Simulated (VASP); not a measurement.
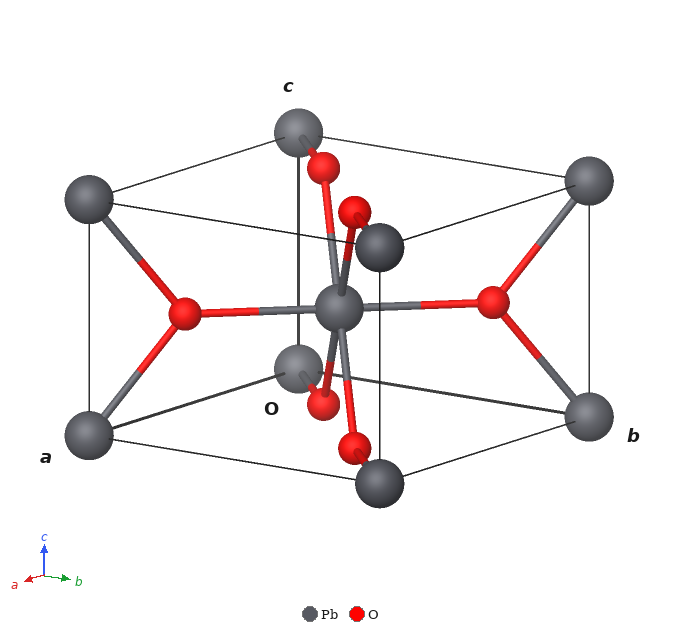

For PbO2, coordinates from a relaxation with VASP Kohn-Sham DFT of a periodic cell, BLYP, VASP PAW PBE potentials, recommended (VASP): one unit cell is drawn above. Geometry calculated from the standardised cell; symmetry tolerance 0.002 Å.

```
CELL_PARAMETERS angstrom
5.16168 0.00000 0.00000
0.00000 5.16168 0.00000
0.00000 0.00000 3.49364
ATOMIC_POSITIONS crystal
Pb 0.50000 0.50000 0.50000
Pb 0.00000 0.00000 0.00000
O 0.69193 0.69193 0.00000
O 0.80807 0.19193 0.50000
O 0.19193 0.80807 0.50000
O 0.30807 0.30807 0.00000
```

**What is its point group?**

4/mmm (D4h), order 16, tetragonal system: one fourfold axis, four twofold axes, five mirror planes, an inversion centre.

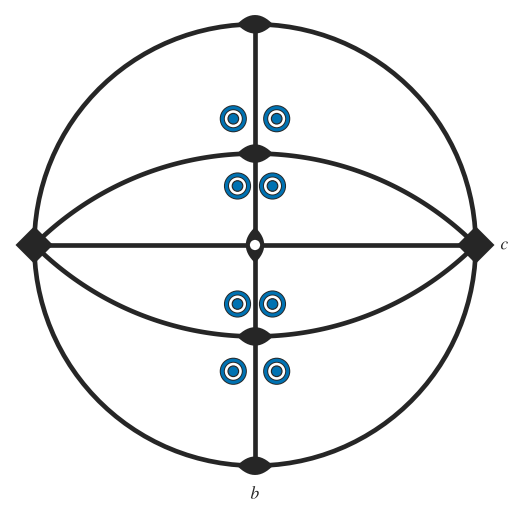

Stereographic projection: filled dots lie in the upper hemisphere, open rings in the lower; heavy lines are mirror planes (a heavy rim: a mirror in the plane of the page); lens, triangle, square and hexagon are 2-, 3-, 4- and 6-fold axes, a lens in an open square is −4, a triangle in an open hexagon −6; thin dashed diameters join the ends of axes that lie in the page; a small open circle marks inversion. The poles are one general form. The a axis points at the viewer.

**What does this class allow?**

Class 4/mmm is centrosymmetric, so neither piezoelectric nor pyroelectric; it is not chiral. Its Laue class is 4/mmm.
